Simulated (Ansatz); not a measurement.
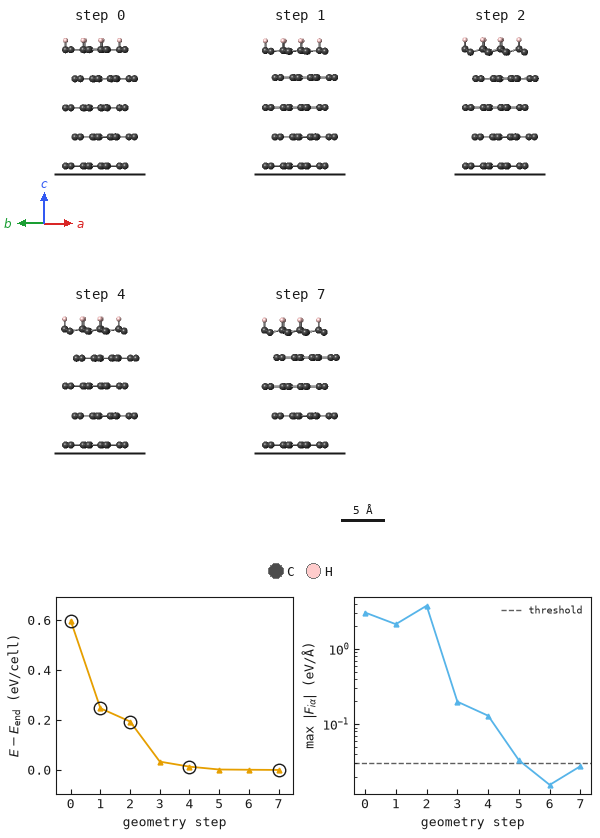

Frames of a constrained relaxation of a slab of composition HC10 (cut from the Fmmm phase), marked on the history of the run. A ball-and-stick model of the 2 × 3 repeat of the cell, outlined in the plane, without the vacuum, seen from a free direction.

Case: H put at a top C site. The slab is the (0 0 1) face of C with H on it. 4 atoms are held fixed.

Theory: Ansatz, DFT PBE+D3(BJ), scalar-relativistic, plane waves, PAW. (plane-wave cutoff 420 eV; k-point mesh 12 × 12 × 1; occupations gaussian; smearing width 0.1 eV; no spin polarisation; dipole correction; atoms relaxed in a fixed cell; force threshold 0.03 eV/Å; at most 70 steps)

What happens along the run?

Answer. After 7 geometry steps the energy has fallen by 0.598 eV per cell of the calculation. The largest force component goes from 3.1 to 0.028 eV/Å. The largest move is that of a C atom, 0.51 Å at 30° to the normal (−c side). Largest moves by element: C 0.51 Å, H 0.27 Å. The lattice vectors keep their values. Near-neighbour distances that change, for instance: C–H 1.080 → 1.175 Å, C–C 1.423 → 1.448 Å. Among the angles between lasting bonds that change: C–C–H 90.0° → 100.6°, C–C–C 120.0° → 116.7°. The run took 120 s on 1 thread of Intel(R) Xeon(R) 6975P-C (Granite Rapids), with other jobs on the host, peak memory 0.55 GiB. From step 0 to 1: a C atom moves most (0.19 Å), energy −0.351 eV per cell of the calculation. From step 1 to 2: C atoms move most (0.20 Å), energy −53.2 meV per cell of the calculation. From step 2 to 4: C atoms move most (0.19 Å), energy −0.181 eV per cell of the calculation. From step 4 to 7: a C atom moves most (0.14 Å), energy −13.2 meV per cell of the calculation.

```json
{"step": "0", "E − E(0), meV/atom": "0.00", "largest force component, eV/Å": "3.0565"}
{"step": "1", "E − E(0), meV/atom": "-31.92", "largest force component, eV/Å": "2.1377"}
{"step": "2", "E − E(0), meV/atom": "-36.76", "largest force component, eV/Å": "3.7671"}
{"step": "3", "E − E(0), meV/atom": "-51.35", "largest force component, eV/Å": "0.1987"}
{"step": "4", "E − E(0), meV/atom": "-53.18", "largest force component, eV/Å": "0.1292"}
{"step": "5", "E − E(0), meV/atom": "-54.22", "largest force component, eV/Å": "0.0329"}
{"step": "6", "E − E(0), meV/atom": "-54.31", "largest force component, eV/Å": "0.0155"}
{"step": "7", "E − E(0), meV/atom": "-54.38", "largest force component, eV/Å": "0.0275"}
```

Limits of the set-up: the periodic images lie only 2.5 Å apart, so the values are limited by the cell's size.
